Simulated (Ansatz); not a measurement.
# Single-point calculation, with input and output: SnO2

SnO2 (12 atoms in the cell), computed with DFT PBEsol, scalar-relativistic, plane waves, PAW, PAW set soft_1, no spin polarisation (Ansatz 0.2.0).

The structure derives from a Materials Project entry. Figures and captions count atoms from 1; the log counts them from 0 in places.

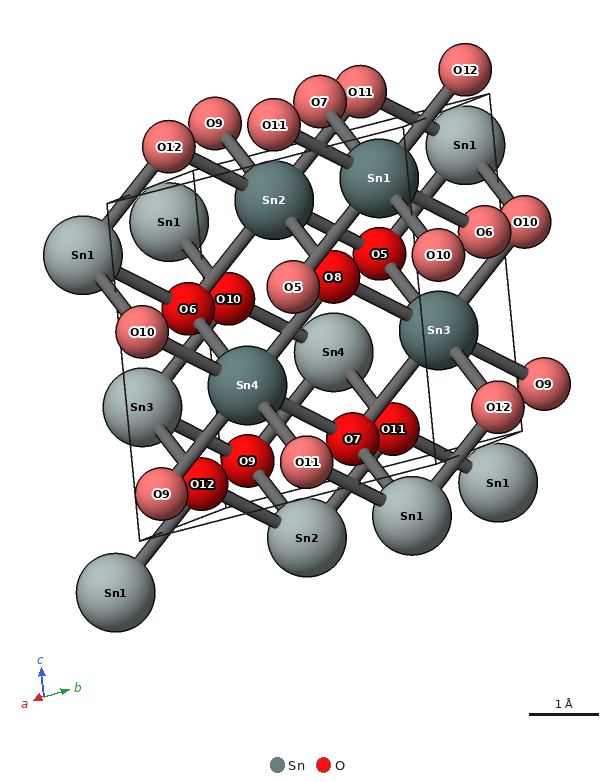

Fig. 1: The structure (ball-and-stick view of the cell of the calculation, seen at an oblique angle; neighbours outside the cell are drawn fainter; atoms are numbered from 1 in the order of the input). An atom can appear more than once, as a periodic image. Near neighbours in the periodic cell (some may lie outside the picture): Sn has 6 O at 2.01 Å; O has 3 Sn at 2.01 Å.

Input file
```yaml
crystal:
  lattice:
    - [3.0767616055, 1.7763691412, 4.2305645835]
    - [-3.0767616055, 1.7763691412, 4.2305645835]
    - [0.0, -3.5527382823, 4.2305645836]
  atoms:
    - { symbol: Sn, position: [0.8646807174, 0.8646807174, 0.8646807174] }
    - { symbol: Sn, position: [0.3648245829, 0.3648245829, 0.8648190111] }
    - { symbol: Sn, position: [0.3648245829, 0.8648190111, 0.3648245829] }
    - { symbol: Sn, position: [0.8648190111, 0.3648245829, 0.3648245829] }
    - { symbol: O, position: [0.1235003534, 0.6233501671, 0.6233501671] }
    - { symbol: O, position: [0.6233501671, 0.1235003534, 0.6233501671] }
    - { symbol: O, position: [0.6233501671, 0.6233501671, 0.1235003534] }
    - { symbol: O, position: [0.6062113146, 0.6062113146, 0.6062113146] }
    - { symbol: O, position: [0.1234715296, 0.1234715296, 0.1234715296] }
    - { symbol: O, position: [0.1060883083, 0.1060883083, 0.6062369573] }
    - { symbol: O, position: [0.1060883083, 0.6062369573, 0.1060883083] }
    - { symbol: O, position: [0.6062369573, 0.1060883083, 0.1060883083] }
basis:
  ecutwfc: 520.0
kpoints:
  mp_grid: { grid: [6, 6, 6] }
hamiltonian:
  xc: pbesol
  pseudopotentials: { kind: paw, azcp: { folder: soft_1 } }
scf:
  occupations: { method: gaussian, width: 0.05 }
output:
  forces: true
  stress: true
  eigenvalues: true
  write_density: true
  write_potential: true
  elf: true
  volumetric_format: npy
```

Command:
```bash
ansatz run input.yaml --threads 2 --pin off --max-ram 4096MiB --backend cpu --events-out ev --progress --plain --runs-dir out
```

The program's output
```
Warning: [file] the record states the generating functional pbe (its physics header spells it `PBE`), which answers neither for hamiltonian.xc's functional nor for the pbesol family's — results may be inconsistent (PPs are generated against a specific XC)
Warning: [file] the record states the generating functional pbe (its physics header spells it `PBE`), which answers neither for hamiltonian.xc's functional nor for the pbesol family's — results may be inconsistent (PPs are generated against a specific XC)
Engine: ansatz 0.2.0, aarch64-unknown-linux-gnu
Pseudopotentials: kind: paw
Pseudopotential: Sn, paw, valence charge 14, recommended cutoff 420 eV (normal), [file]
Pseudopotential: O, paw, valence charge 6, recommended cutoff 420 eV (normal), [file]
Functional definition: PBEsol
  exchange = pbesol_x
  correlation = pbesol_c
Crystal: 12 atoms, lattice volume = 138.732 Å³
Basis set: ecut = 520 eV, 3723 PW (Γ), exchange–correlation on 90×90×90 points (8 copies of the dense FFT grid, shifted against one another)
Bands: 64, of which v1, the nominal top of the filled ones, is band 52 counted from 1 (51 counted from 0)
Symmetry: 6 space group operations
Space group: R3m (ITA 160), of the structure as read, at distance tolerance 5.2e-5 Å
k-points: 32 of 216 (time reversal used)
Non-local potential: Sn, projectors of the file, l = 0: 2, l = 1: 2, l = 2: 2, l = 3: 1
Non-local potential: O, projectors of the file, l = 0: 2, l = 1: 2, l = 2: 1
PAW form: soft (Blöchl's): semilocal exchange-correlation on the pseudo side does not see the compensation charge
PAW frozen core: Sn, regenerated for the run's functional, and the local potential with it (the file was generated under x = pbe(κ = 0.804, μ = 0.2195149727645171), c = pbe(β = 0.06672455060314922))
PAW frozen core: O, regenerated for the run's functional, and the local potential with it (the file was generated under x = pbe(κ = 0.804, μ = 0.2195149727645171), c = pbe(β = 0.06672455060314922))
PAW one-centre angular grid: Sn, 590 points (default); XC on 64 Gauss nodes
PAW one-centre angular grid: O, 110 points (default); XC on 64 Gauss nodes
Initial density: superposition of atomic densities (chi_scale 0.1, normalization cell, long waves kept (reshape's long-wave potential 0.04 eV rms))
Initial wavefunctions: pseudopotential atomic-orbital guess
Functional: x = pbesol(κ = 0.804, μ = 0.12345679012345678), c = pbesol(β = 0.046)
SCF iter   1: F=—  HF=-28284.739208 eV  |F-HF|=—  |Δ(HF+E_count)|=         —  Δρ=7.46e-2  dr2=6.63e0  ethr=3.10e-3  ⟨swp⟩=6.0  Hψ=8250  notcnv=0  defer=4
preconditioner: auto → Resta (q_TF=auto, 2.600 Å⁻¹)  ε∞=3.5  [insulator: Δε(μ)=3.171 eV  Ē_g=20.529 eV  σ=0.050 eV  W_gap=1.00  n_scr=50 (ndim 8)  ℏωp=32.2 eV  f_vac=0.014  D(μ)=0.00/eV (n_scr^D=0)  ε∞_Penn≈3.5]
SCF iter   2: F=—  HF=-28283.274737 eV  |F-HF|=—  |Δ(HF+E_count)|=    1.46e0  Δρ=3.57e-2  dr2=1.32e0  ethr=3.10e-3  ⟨swp⟩=3.5  Hψ=4310  notcnv=0  defer=159
SCF iter   3: F=—  HF=-28283.004766 eV  |F-HF|=—  |Δ(HF+E_count)|=   2.70e-1  Δρ=1.03e-2  dr2=1.67e-1  ethr=1.27e-3  ⟨swp⟩=3.6  Hψ=3786  notcnv=0  defer=159
SCF iter   4: F=—  HF=-28282.982489 eV  |F-HF|=—  |Δ(HF+E_count)|=   2.23e-2  Δρ=2.33e-3  dr2=6.41e-3  ethr=1.61e-4  ⟨swp⟩=2.1  Hψ=2882  notcnv=0  defer=159
SCF iter   5: F=—  HF=-28282.987777 eV  |F-HF|=—  |Δ(HF+E_count)|=   5.29e-3  Δρ=8.27e-4  dr2=7.65e-4  ethr=6.16e-6  ⟨swp⟩=2.9  Hψ=3844  notcnv=0  defer=159
SCF iter   6: F=—  HF=-28282.989046 eV  |F-HF|=—  |Δ(HF+E_count)|=   1.27e-3  Δρ=1.36e-4  dr2=2.25e-5  ethr=7.36e-7  ⟨swp⟩=2.0  Hψ=2864  notcnv=0  defer=159
SCF iter   7: F=—  HF=-28282.989012 eV  |F-HF|=—  |Δ(HF+E_count)|=   3.46e-5  Δρ=2.75e-5  dr2=8.37e-7  ethr=2.17e-8  ⟨swp⟩=2.0  Hψ=3153  notcnv=0  defer=159
SCF iter   8: F=—  HF=-28282.989013 eV  |F-HF|=—  |Δ(HF+E_count)|=   1.77e-6  Δρ=2.50e-5  dr2=6.65e-7  ethr=9.62e-11  ⟨swp⟩=20.2  Hψ=18907  notcnv=0
SCF iter   9: F=-28282.989013 eV  HF=-28282.989013 eV  |F-HF|=3.00e-9  |Δ(HF+E_count)|=   1.29e-7  Δρ=3.68e-6  dr2=1.08e-8  ethr=9.62e-11  ⟨swp⟩=9.6  Hψ=15374  notcnv=0
SCF 1 converged in 9 iterations: F = -28282.989013 eV  dr2 = 1.08e-8
  greatest PAW one-centre occupation: 0.998 electrons in one spin orbital (limit 2), on the Sn atom at site 2 (counted from 0), in its partial waves of l = 2
```

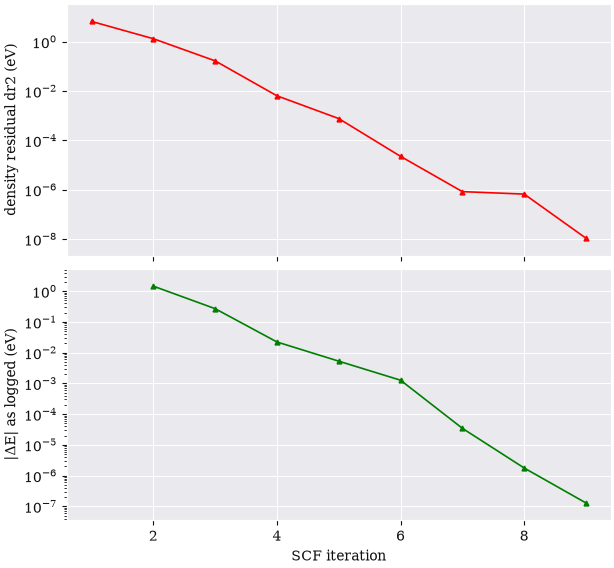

Fig. 2: Convergence of the self-consistent field: density residual dr2 and size of the energy change against the SCF iteration. The residual falls at every step.

```
SCF converged after 9 iterations
Free energy (F): -28282.989013 eV
Harris-Foulkes:  -28282.989013 eV  (|F-HF|=3.00e-9)
Internal energy: -28282.989013 eV  (E = F + TS)
E sigma→0 (E₀):  -28282.989013 eV
Fermi energy:    10.852022 eV
--- Per-component energies (eV) ---
  E_band       = -207.045515
  E_kinetic    = 2060.971423
  E_local      = -7028.285936  (includes V_loc(G=0)·N_el)
  E_nonlocal   = 1018.711441
  E_hartree    = 3233.921646
  E_xc         = -1070.303403
  E_vxc        = -1056.722359  (∫ρ·V_xc dr)
  E_paw        = -18462.060344  (= ΣΔE_a)
  E_vpaw       = -1669.565951  (= ΣTr[D̂ρ^β])
  E_aug_tail   = 0.002132  (compensation charges beyond the density's cutoff)
  E_ewald      = -8037.367635
  E_core_change = 1.421661  (= ΣΔE_core)
  E_smearing   = -0.000000  (= −TS)
  E_closure    = 0.000000  (closes the sum)
  Σ components = -28282.989013   (vs F -28282.989013, Δ=0.00e0)
--- Forces (eV/Å), atoms counted from 1 ---
  atom   1  Sn     0.00000000    -0.00000000    -0.00211699
  atom   2  Sn     0.00000000     0.00051463     0.00069952
  atom   3  Sn     0.00044568    -0.00025732     0.00069952
  atom   4  Sn    -0.00044568    -0.00025732     0.00069952
  atom   5  O      0.00050890     0.00029381    -1.71073429
  atom   6  O     -0.00050890     0.00029381    -1.71073429
  atom   7  O     -0.00000000    -0.00058762    -1.71073429
  atom   8  O     -0.00000000     0.00000000     1.70912402
  atom   9  O      0.00000000    -0.00000000    -1.71349150
  atom  10  O      0.00000000    -0.00065611     1.71220983
  atom  11  O     -0.00056821     0.00032806     1.71220983
  atom  12  O      0.00056821     0.00032806     1.71220983
  max |Σ_I F_I| component: 4.07e-5 eV/Å
--- Stress (GPa, compression-positive) ---
       34.445450       0.000000       0.000000
        0.000000      34.445450      -0.000000
        0.000000      -0.000000      17.752812
  P = ⅓ Tr σ = 28.8812 GPa (288.812 kbar)
--- Band table (eV; the first three rows and the last of 32) ---
  k-point 0: bands = ["-11.6319", "-11.6319", "-11.6319", "-11.0319", "-10.2939", "-10.2939", "-10.1655", "-10.1655", "-10.1655", "-10.0772", "-10.0772", "-10.0772", "-9.8900", "-9.8900", "-9.8141", "-9.8141", "-9.8141", "-9.7349", "-9.7349", "-9.7349", "-9.1838", "-8.1456", "-8.1456", "-8.1456", "-7.0839", "-5.1790", "-5.1790", "-5.1790", "2.2083", "2.2083", "2.2083", "4.0085", "4.0086", "4.0086", "5.1553", "5.5849", "5.5849", "5.5849", "7.8328", "7.8328", "8.1258", "8.1258", "8.1258", "8.3896", "8.3896", "9.0316", "9.0316", "9.0316", "9.2808", "9.4576", "9.4576", "9.4576", "12.2455", "15.5786", "15.6306", "15.6306", "15.6307", "16.9820", "16.9820", "16.9820", "21.3212", "21.3212", "21.3213", "21.5113"]
  k-point 1: bands = ["-11.5752", "-11.5752", "-11.5664", "-10.9561", "-10.4000", "-10.2685", "-10.2140", "-10.2140", "-10.1601", "-10.1432", "-10.1432", "-10.0778", "-9.9237", "-9.8922", "-9.8629", "-9.8389", "-9.8389", "-9.7746", "-9.7746", "-9.7610", "-9.1531", "-8.2828", "-7.9434", "-7.9434", "-6.9059", "-5.2802", "-5.2801", "-5.2647", "2.2480", "2.2480", "2.4739", "4.1550", "4.1551", "4.2050", "5.1507", "5.5085", "5.5085", "5.7080", "7.2750", "7.6045", "8.0075", "8.0337", "8.0337", "8.1972", "8.4909", "8.8957", "8.8957", "9.0013", "9.2790", "9.3730", "9.3730", "9.4424", "12.7822", "15.7034", "15.8794", "15.8796", "15.9068", "16.8870", "17.3666", "17.3666", "20.7951", "21.1086", "21.1086", "21.3252"]
  k-point 2: bands = ["-11.4250", "-11.4250", "-11.3779", "-10.8431", "-10.5762", "-10.5200", "-10.5200", "-10.2024", "-10.1762", "-10.0923", "-10.0923", "-10.0873", "-9.9858", "-9.9779", "-9.9108", "-9.9108", "-9.8936", "-9.8230", "-9.7892", "-9.7892", "-9.0545", "-8.5853", "-7.5597", "-7.5597", "-6.4756", "-5.5365", "-5.5135", "-5.5135", "2.3477", "2.3477", "3.2165", "4.3470", "4.3470", "4.7148", "4.9838", "5.5659", "5.5659", "6.0546", "6.1988", "7.1185", "7.5562", "7.5562", "7.7489", "7.7946", "8.6478", "8.8146", "8.8146", "8.9168", "9.2069", "9.2069", "9.2951", "9.3997", "13.8857", "15.6758", "16.4299", "16.4300", "16.6066", "16.7509", "18.2888", "18.2888", "19.8146", "20.5284", "20.5805", "20.5805"]
  k-point 31: bands = ["-11.6440", "-11.6440", "-11.6440", "-10.9913", "-10.2924", "-10.2924", "-10.1660", "-10.1660", "-10.1660", "-10.0820", "-10.0820", "-10.0819", "-9.8890", "-9.8890", "-9.8181", "-9.8181", "-9.8181", "-9.7350", "-9.7350", "-9.7350", "-8.9184", "-8.0681", "-8.0681", "-8.0681", "-7.5092", "-5.3645", "-5.3645", "-5.3645", "2.7141", "2.7142", "2.7142", "4.5417", "4.5417", "4.5417", "5.8285", "5.8285", "5.8285", "6.1557", "7.2199", "7.3747", "7.3747", "7.3747", "7.6564", "7.6564", "8.3735", "8.3735", "8.3735", "8.5222", "8.5222", "8.6708", "8.6708", "8.6708", "14.1045", "15.9983", "16.3076", "16.3076", "16.3076", "18.0993", "18.0993", "18.0993", "20.3352", "20.3353", "20.3353", "21.9902"]
```

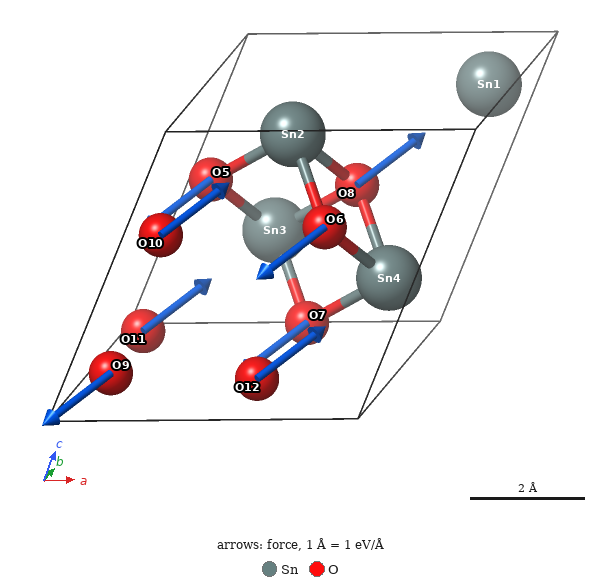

Fig. 3: Forces on the atoms as blue arrows (ball-and-stick view of the cell of the calculation, seen at an oblique angle; atoms are numbered from 1 in the order of the input); the smallest are left out. The largest act on all 8 O atoms (1.71 eV/Å). The geometry is not a stationary point of this energy.

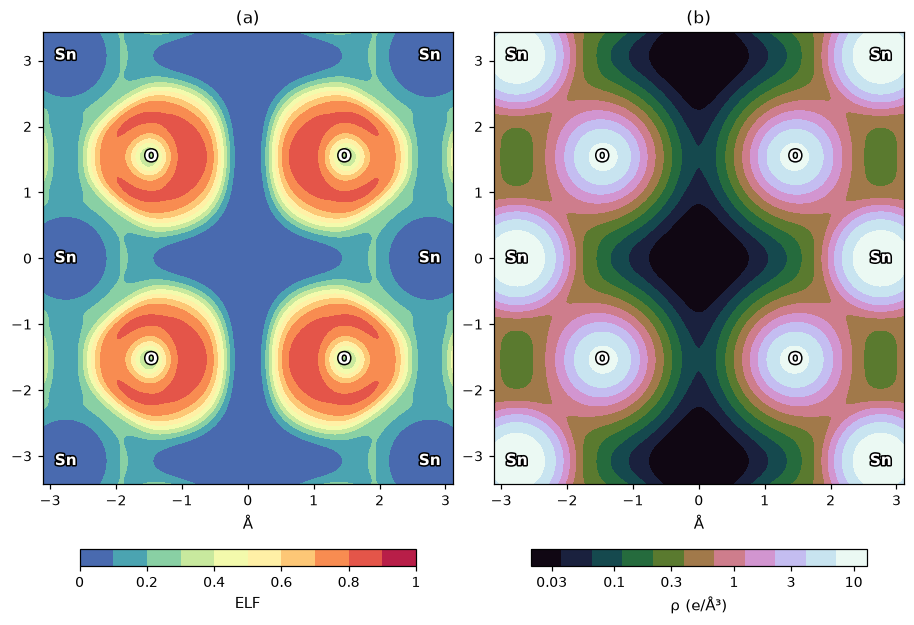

Fig. 4: (a) electron localisation function; (b) valence charge density (pseudo) on the (110) plane of the calculation cell. Atoms in the plane: Sn and O. Sn–O (2.01 Å): the density is about 0.72 e/Å³ at the midpoint; the ELF is about 0.30 at the midpoint. Away from the nuclei the density in this plane falls to 0.01 e/Å³ at its lowest. Core electrons are frozen (PAW), so the fields are smoothed inside the atomic spheres.

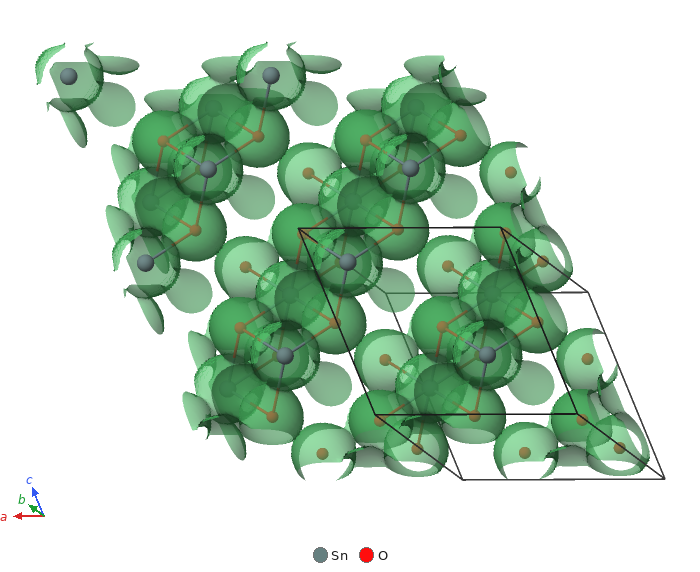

Fig. 5: Isosurface of the valence pseudo-density at 0.6 e/Å³ (green), seen at an oblique angle. Sticks mark near contacts. The outline is the calculation cell. At this value the density is joined into sheets; it holds about 80 % of the electrons treated as valence (semicore included). On the grid the lowest density along these lines, outside the cores, is 0.72 e/Å³ (Sn–O, 2.01 Å).

Results in brief

```csv
quantity,value
outcome,converged
space group (tolerance 0.01 Å),R-3m (166)
electrons treated,104
free energy,−28282.9890 eV
Fermi energy,10.852 eV
gap on the k-point mesh,2.79 eV
pressure,28.88 GPa
largest force (length of the vector),1.713 eV/Å
hardware,"2 threads of Arm Neoverse N1, 98 GiB of memory available, shared host"
wall time,56 s (CPU time 1.8 min)
peak memory,0.59 GiB
```

Remarks

Warnings of the run: the PAW datasets were made with another functional. The cell is under a pressure of 29 GPa at this level, so it is not at its equilibrium volume.
